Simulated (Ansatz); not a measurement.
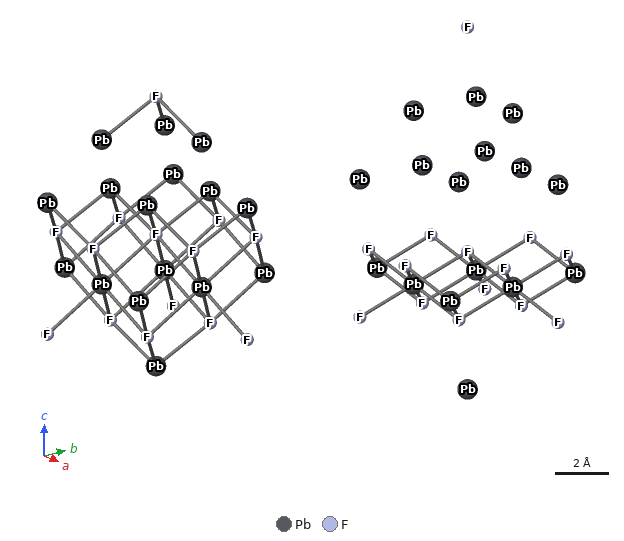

Two geometries of crystalline Pb₃F₂ (built on the tetradymite_166 type) (coarse preliminary run), drawn at one scale. One is the start of a relaxation, the other its converged end. Style: ball-and-stick. Shown: the atoms within 5.8 Å of the atom that moves most (axes of the conventional cell (3 times the calculation's cell)), slightly off an axis. Lengths and directions refer to the drawn axes.

Level of theory: DFT PBE, scalar-relativistic, plane waves, PAW in Ansatz. Settings: plane-wave cutoff 420 eV; k-point mesh 6 × 6 × 6; occupations gaussian; smearing width 0.1 eV; no spin polarisation; cell and atoms relaxed; force threshold 0.04 eV/Å; at most 70 steps.

> Which one is relaxed?

The right one is the relaxed one. Case: anti-tetradymite type (R-3m, No. 166). The largest moves relative to the cell, 1.07 Å, are those of F atoms. Largest moves by element: F 1.07 Å, Pb 0.15 Å. The drawn cell changes as follows: a = b 3.859 → 3.828 Å (−0.8 %), c 26.835 → 32.915 Å (+22.7 %); the volume changes by +20.7 %. Near-neighbour distances that change, for instance: F–Pb 2.705 → 3.810 Å, F–Pb 2.858 → 2.479 Å. The space group stays R-3m (No. 166). Over 11 accepted moves (14 points after the start) the energy falls by 265 meV per atom. The largest force component goes from 0.81 to 0.014 eV/Å. Pressure: 1.85 GPa at the start and 0.03 GPa at the end. The SCF was repeated 3 times at an unchanged geometry on a basis and grid sized afresh for the cell, which shifted the energy by 10.7 meV per atom at most.

Limits of the set-up: layers or molecules are held without a dispersion correction, so their spacing is unreliable.
